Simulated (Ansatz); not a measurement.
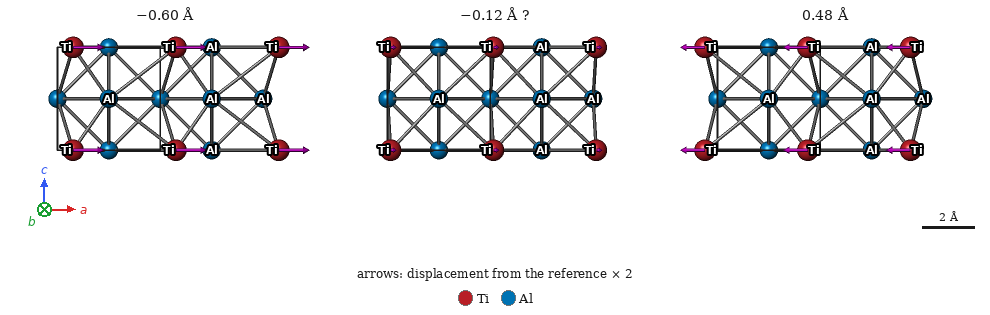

Energy scan for a crystal of TiAl3 (Pm-3m), in which the Ti atom (one in each cell of 4 atoms) is moved towards the nearest copy of atom 1 (Ti) at 3.956 Å, all else fixed. A ball-and-stick model of the cell of the calculation, repeated 2 × 2 × 1 with one cell outlined, seen along the b axis. Purple arrows: displacements from the reference.

Theory: DFT r2SCAN, scalar-relativistic, plane waves, PAW (Ansatz 0.2.0). (plane-wave cutoff 500 eV; k-point mesh 12 × 12 × 12; occupations gaussian; smearing width 0.15 eV; no spin polarisation). Energies (free energies at the smearing named) are counted from the relaxed crystal.

```tsv
displacement (Å)	energy change (meV/cell)
−0.60	1844
−0.36	649
−0.12	?
0.00	0
0.24	287
0.48	1166
```

Q: Fill in the missing row.

A: A straight line between the two neighbours gives 216 meV/cell. A cubic through the four nearest rows (−0.60, −0.36, 0.00, 0.24) gives, with Lagrange weights, (−0.0857)(1844) + (0.4000)(649) + (0.8000)(0) + (−0.1143)(287) = 69 meV/cell. The calculation gives 72 meV/cell, so the cubic is 3 meV/cell too low and the straight line 144 meV/cell too high, as the curve bends upwards here.

The whole profile:

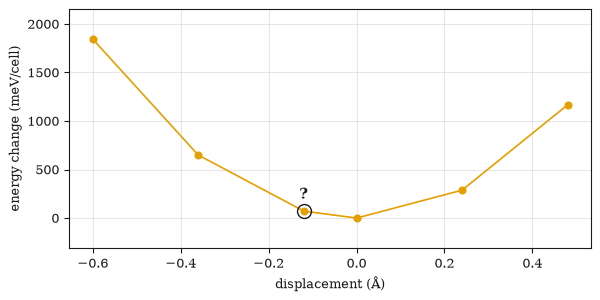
